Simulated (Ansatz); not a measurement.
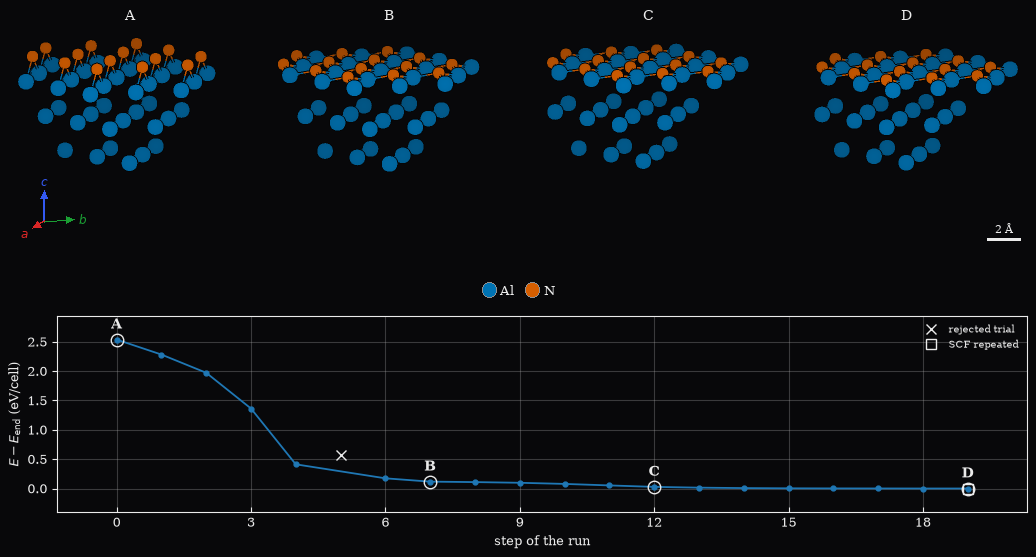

Frames of a constrained relaxation of a slab of composition Al9N (cut from the P6_3/mmc phase), marked on the history of the run. A ball-and-stick model of the atoms within 5.8 Å of the atom that moves most (axes of the 3 × 2 repeat of the cell, outlined in the plane, without the vacuum), seen slightly off an axis.

Case: N put at a bridge Al-Al site. The slab is the (0 0 1) face of Al with N on it. 4 atoms are held fixed.

The calculation used DFT PBEsol, scalar-relativistic, plane waves, PAW in Ansatz 0.2.0.

Input
```yaml
crystal:
  lattice:
    - [2.8362844918, 0.0, 0.0]
    - [-1.4181422459, 2.4562944222, 0.0]
    - [0.0, 0.0, 37.6442989108]
  atoms:
    - { symbol: Al, position: [0.3333333333, 0.6666666667, 0.2257978033] }
    - { symbol: Al, position: [0.0, 0.0, 0.2877072406] }
    - { symbol: Al, position: [0.6666666667, 0.3333333333, 0.3496166779] }
    - { symbol: Al, position: [0.0, 0.0, 0.4115261153] }
    - { symbol: Al, position: [0.3333333333, 0.6666666667, 0.4729161237] }
    - { symbol: Al, position: [0.0, 0.0, 0.5342805556] }
    - { symbol: Al, position: [0.6666666667, 0.3333333333, 0.5966221375] }
    - { symbol: Al, position: [0.0, 0.0, 0.6583877038] }
    - { symbol: Al, position: [0.3333333333, 0.6666666667, 0.7209215701] }
    - { symbol: "N", position: [-0.1666666667, -0.3333333333, 0.7554553517] }
basis:
  ecutwfc: 420
kpoints:
  mp_grid: { grid: [12, 12, 1] }
hamiltonian:
  xc: pbesol
scf:
  occupations: { method: gaussian, width: 0.1 }
output:
  forces: true
  eigenvalues: true
relax:
  adjacent_minimum: "off"
  f_tol: 0.03
  max_steps: 70
  constraints: [{ sites: [0, 1, 2, 3] }]
efield:
  axis: 3
  dipole_correction: true
  ramp_width: 0.04
```

Run as
```bash
ansatz run input.yaml --threads 1 --pin off --max-ram 2560MiB --backend cpu --events-out ev --progress --plain --runs-dir out
```

> Describe the path.

After 17 accepted moves (19 points after the start) the energy has fallen by 2.537 eV per cell of the calculation. Largest force component: 2.8 eV/Å at the start, 0.011 eV/Å at the end. The line search rejected the trial step at point 5 of the run. 1 step only repeated the SCF at the same geometry. The largest move is that of Al9, 1.65 Å at 78° to the normal (+c side). Largest moves by element: Al 1.65 Å, N 1.01 Å. The lattice vectors keep their values. Near-neighbour distances that change, for instance: Al9–N10 2.779 → 1.672 Å, Al9–N10 (another image) 1.924 → 1.672 Å. New bonds form: Al9–N10 (2.78 → 1.67 Å). Bond angles that change, for instance: Al9–N10–Al9 95.0° → 116.1°, N10–Al9–N10 95.0° → 116.1°. The run took 5.6 min on 1 thread of Intel(R) Xeon(R) 6975P-C (Granite Rapids) (shared host), peak memory 0.61 GiB. From step 0 to 7: N10 moves most (0.72 Å), energy −2.420 eV per cell of the calculation. From step 7 to 12: Al and N atoms move most (0.68 Å), energy −89.2 meV per cell of the calculation. From step 12 to 19: Al and N atoms move most (0.70 Å), energy −27.7 meV per cell of the calculation.

Limits of the set-up: the periodic images lie only 2.8 Å apart, so the values are limited by the cell's size.
